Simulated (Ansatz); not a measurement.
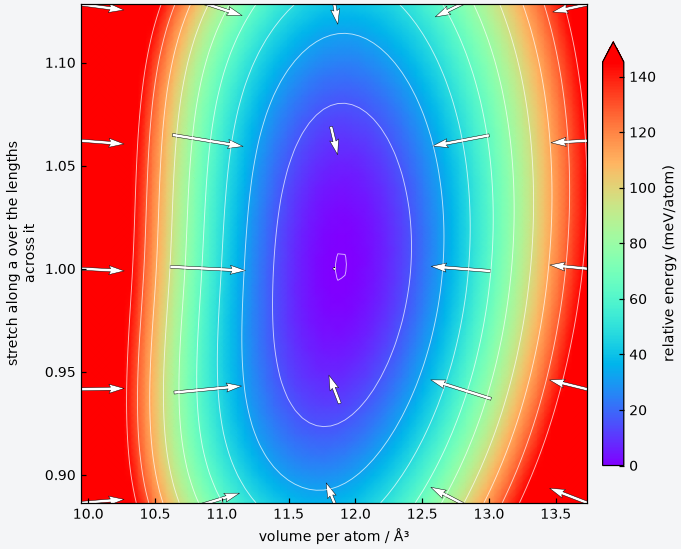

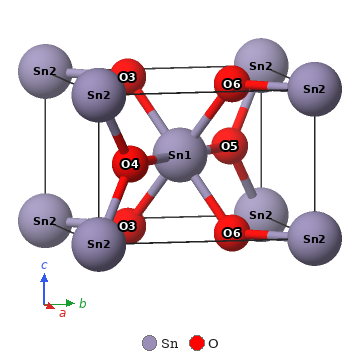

Energy landscape of SnO₂ (P4_2/mnm, No. 136; 6 atoms in the cell). 
- The energy is mapped over volume and the cell's shape.
- The first coordinate is: volume per atom; the second: stretch along a over the lengths across it, relative to the relaxed cell.
- Relaxed at each point: the atoms inside the fixed cell.
- Grid: 5 × 5 points.
- Points are written as (first, second).
- All energies are given in meV/atom relative to the lowest grid point.
- Method: Ansatz, DFT LDA, scalar-relativistic, plane waves, PAW. Settings: cutoff 520 eV, k-mesh 6×6×10 in the order of the run's cell vectors, gaussian smearing 0.05 eV, no spin polarisation.

Drawn: a smooth colour map with a few white contour lines, arrows along the force (downhill), their lengths compressed, one colour for all values above the top of the scale. Between grid points the surface is interpolated. The second picture is the structure at the lowest point

Describe this landscape.

Answer. The lowest grid point is at (11.84 Å³, 1.000). It is the only kind of minimum in the scanned range. The highest grid point, (9.95 Å³, 1.128), lies 281 meV/atom above the lowest. Round the minimum the two coordinates are weakly coupled (coupling −0.13 in units of the two stiffnesses).

Time for the 25 points that were run: 29 min on 2 threads of Arm Neoverse N1 (shared host).

PAW datasets: the set soft_1.
